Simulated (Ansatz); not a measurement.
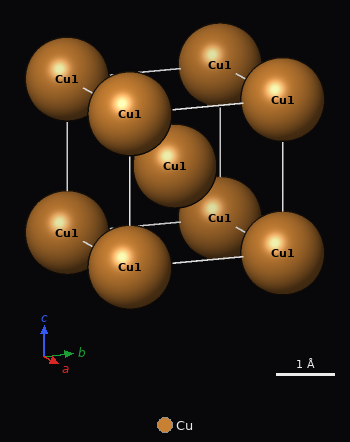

**Figure 1.** The input geometry (spheres-only view of the cell 2 times as large as that of the calculation, set on its symmetry axes, seen slightly off an axis; atoms are numbered from 1 in the order of the input).

## Single-point calculation, with input and output: Cu

The run: single-point calculation of Cu (1 atom in the cell). Method and program: DFT PBE, scalar-relativistic, plane waves, PAW, no spin polarisation (Ansatz 0.2.0).

The structure derives from a Materials Project entry. Figures and captions count atoms from 1; the log counts them from 0 in places.

The program's output
```
scf.n_extra_bands = 6 over 10 filled bands (N_el = 19.0): the run solves 16 bands
Engine: ansatz 0.2.0, aarch64-unknown-linux-gnu
Pseudopotentials: kind: paw
Pseudopotential: Cu, paw, valence charge 19, recommended cutoff 420 eV (normal), Cu.paw.azcp
Functional definition: PBE
  parameter kappa = 0.804
  parameter beta = 0.06672455060314922
  exchange = pbe_x(kappa = kappa, mu = beta*pi^2/3)
  correlation = pbe_c(beta = beta)
Crystal: 1 atoms, lattice volume = 11.458 Å³
Basis set: ecut = 420 eV, 225 PW (Γ), exchange–correlation on 36×36×36 points (8 copies of the dense FFT grid, shifted against one another)
Bands: 16, of which v1, the nominal top of the filled ones, is band 10 counted from 1 (9 counted from 0)
Symmetry: 16 space group operations
Space group: I4/mmm (ITA 139), of the structure as read, at distance tolerance 2.3e-5 Å
k-points: 349 of 4096
Non-local potential: Cu, projectors of the file, l = 0: 3, l = 1: 2, l = 2: 3, l = 3: 1
PAW form: soft (Blöchl's): semilocal exchange-correlation on the pseudo side does not see the compensation charge
PAW one-centre angular grid: Cu, 590 points (default); XC on 64 Gauss nodes
Initial density: read from a saved state, or passed on in memory by an earlier SCF of this step, an earlier step, the calling program or the single point that the run made first
Stability of the state it starts from, as read at its close in the unpolarized treatment: not read negative (Ritz values of 1 − χ₀K, real part plus size of imaginary part, from 0.79 to 2.7, by its mixing steps under the symmetry group of the SCF that read it)
Initial wavefunctions: pseudopotential atomic-orbital guess
Functional: x = pbe(κ = 0.804, μ = 0.2195149727645171), c = pbe(β = 0.06672455060314922)
iter 1 solved again at ethr=5.68e-11 eV; its pass at ethr=3.10e-3 eV (dr2=1.08e-8 eV) is discarded
SCF iter   1: F=—  HF=-6625.121542 eV  |F-HF|=—  |Δ(HF+E_count)|=         —  Δρ=4.34e-6  dr2=3.38e-10  ethr=5.68e-11  ⟨swp⟩=4.1  Hψ=47240  notcnv=0
preconditioner: auto → none  [metal: Δε(μ)=0.010 eV  Ē_g=22.173 eV  σ=0.050 eV  W_gap=0.11  n_scr=0 (ndim 8)  ℏωp=36.4 eV  f_vac=0.000  D(μ)=0.61/eV (n_scr^D=4)]
SCF iter   2: F=-6625.121542 eV  HF=-6625.121542 eV  |F-HF|=4.23e-10  |Δ(HF+E_count)|=   1.14e-9  Δρ=2.33e-6  dr2=1.24e-10  ethr=1.78e-12  ⟨swp⟩=4.7  Hψ=18478  notcnv=0
SCF 1 converged in 2 iterations: F = -6625.121542 eV  dr2 = 1.24e-10
  greatest PAW one-centre occupation: 1.000 electrons in one spin orbital (limit 2), on the Cu atom at site 0 (counted from 0), in its partial waves of l = 0
SCF converged after 2 iterations
Free energy (F): -6625.121542 eV
Harris-Foulkes:  -6625.121542 eV  (|F-HF|=4.23e-10)
Internal energy: -6625.120783 eV  (E = F + TS)
E sigma→0 (E₀):  -6625.121162 eV
Entropy (-TS):   -0.000759 eV (-0.759 meV/atom)
Fermi energy:    17.464432 eV
--- Per-component energies (eV) ---
  E_band       = -348.478401
  E_kinetic    = 300.352273
  E_local      = -3994.126935  (includes V_loc(G=0)·N_el)
  E_nonlocal   = 389.494315
  E_hartree    = 1761.410439
  E_xc         = -89.858493
  E_vxc        = -115.984153  (∫ρ·V_xc dr)
  E_paw        = -1662.458009  (= ΣΔE_a)
  E_vpaw       = -451.034576  (= ΣTr[D̂ρ^β])
  E_aug_tail   = 0.000278  (compensation charges beyond the density's cutoff)
  E_ewald      = -3329.934651
  E_smearing   = -0.000759  (= −TS)
  E_closure    = -0.000000  (closes the sum)
  Σ components = -6625.121542   (vs F -6625.121542, Δ=0.00e0)
--- Forces (eV/Å), atoms counted from 1 ---
  atom   1  Cu     0.00000000     0.00000000     0.00000000
  max |Σ_I F_I| component: 2.52e-29 eV/Å
--- Band table (eV; the first three rows and the last of 349) ---
  k-point 0: bands = ["-95.2308", "-52.5340", "-52.5313", "-52.5313", "7.7908", "14.1225", "14.3204", "14.3204", "15.2031", "15.4112", "42.3067", "42.3067", "43.5668", "46.0559", "46.0559", "46.2385"]
  k-point 1: bands = ["-95.2301", "-52.5361", "-52.5356", "-52.5312", "7.9401", "14.1250", "14.2944", "14.3789", "15.1735", "15.4083", "40.3986", "42.2193", "43.1936", "44.7269", "44.8838", "45.3181"]
  k-point 2: bands = ["-95.2283", "-52.5498", "-52.5400", "-52.5307", "8.3812", "14.1252", "14.2208", "14.5486", "15.1031", "15.4008", "37.1501", "41.4101", "42.4355", "43.2337", "44.0801", "44.1858"]
  k-point 348: bands = ["-95.1997", "-52.6295", "-52.6295", "-52.6204", "12.6014", "12.6509", "15.8973", "15.8973", "15.9482", "25.1180", "25.1180", "26.9590", "30.7938", "31.4193", "34.1416", "57.0020"]
--- Band densities, each state counted as filled ---
  window                                       electrons  max residual (eV)  cut levels
  e_range: [-0.25, 0.25]                        0.212891             5.4e-5           0
  e_range: [-1.2, 0]                            0.406250             2.3e-6           0
  e_range: [0, 1.2]                             0.321289             5.4e-5           0
  e_range: [-9.69, -6.45]                       0.323730             2.3e-6           0
  e_range: [-6.45, -3.22]                       4.872559             2.4e-6           0
```

The run was set up as follows.

The input
```yaml
crystal:
  lattice:
    - [-1.44279332, 1.44279332, 1.37608145]
    - [1.44279332, -1.44279332, 1.37608145]
    - [1.44279332, 1.44279332, -1.37608145]
  atoms:
    - { symbol: Cu, position: [0.0, 0.0, 0.0] }
basis:
  ecutwfc: 420
  fft_grid_basis: typed
kpoints:
  mp_grid: { grid: [16, 16, 16] }
hamiltonian:
  xc: pbe
scf:
  occupations: { method: gaussian, width: 0.05 }
  n_extra_bands: 6
output:
  forces: true
  stress: false
  eigenvalues: true
  bader: false
  write_density: false
  volumetric_format: npy
  band_densities:
    - { e_range: [-0.25, 0.25] }
    - { e_range: [-1.2, 0.0] }
    - { e_range: [0.0, 1.2] }
    - { e_range: [-9.69, -6.45] }
    - { e_range: [-6.45, -3.22] }
  dos:
    e_range: [-30, 8]
    de: 0.02
    method: { smearing: { sigma: 0.03, scheme: gaussian } }
    projected: { site_lists: { Cu: [Cu] } }
checkpoint:
  read: start.run
  write: ck
  compress: false
  write_wavefunctions: false
  write_every: 100000
```

Command:
```bash
ansatz run input.yaml --threads 1 --pin off --max-ram 2560MiB --backend cpu --events-out ev --progress --plain --runs-dir out
```

Summary

- outcome: converged
- space group (tolerance 0.01 Å): I4/mmm (139)
- electrons treated: 19
- free energy: −6625.1215 eV
- Fermi energy: 17.464 eV
- gap on the k-point mesh: none (metallic)
- largest force (length of the vector): under 0.001 eV/Å
- hardware: 1 thread of Arm Neoverse N1, 16 GiB of memory available, shared host
- wall time: 6.1 s
- peak memory: 0.32 GiB
